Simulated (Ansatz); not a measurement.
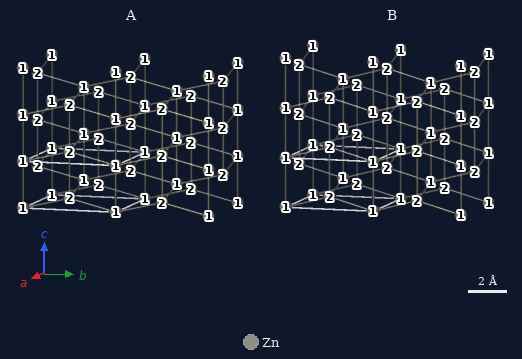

Two geometries of solid Zn (built on the beta-tin_141 type) (coarse preliminary run), drawn at one scale. One is the start of a relaxation, the other its converged end. The picture is a ball-and-stick view of the conventional cell (2 times the calculation's cell), repeated 1 × 2 × 3 with one cell outlined, seen slightly off an axis. Lengths and directions refer to the drawn axes.

Computed with Ansatz 0.2.0, DFT r2SCAN, scalar-relativistic, plane waves, PAW. (plane-wave cutoff 500 eV; k-point mesh 8 × 8 × 8; occupations gaussian; smearing width 0.1 eV; no spin polarisation; cell and atoms relaxed; force threshold 0.04 eV/Å; at most 70 steps)

### Which of the two is the end point?

Structure A is the relaxed one. Case: beta-tin type (I4_1/amd, No. 141). No atom moves by more than 0.005 Å relative to the cell. The drawn cell changes as follows: a = b 4.851 → 5.135 Å (+5.8 %), c 2.647 → 2.488 Å (−6.0 %); the volume changes by +5.3 %. Some distances before and after: Zn1–Zn1 2.647 → 2.488 Å, Zn1–Zn2 2.514 → 2.642 Å. Among the angles between lasting bonds that change: Zn2–Zn1–Zn2 149.5° → 152.8°. The space group stays I4_1/amd (No. 141). Over 4 accepted moves (5 points after the start) the energy falls by 62.3 meV per atom. All forces vanish by symmetry, so only the cell relaxes. The pressure goes from 4.28 to 0.04 GPa. At 1 point the geometry stayed and the basis and grid were re-selected for the new cell (energy shift of 0.5 meV per atom at most each time).
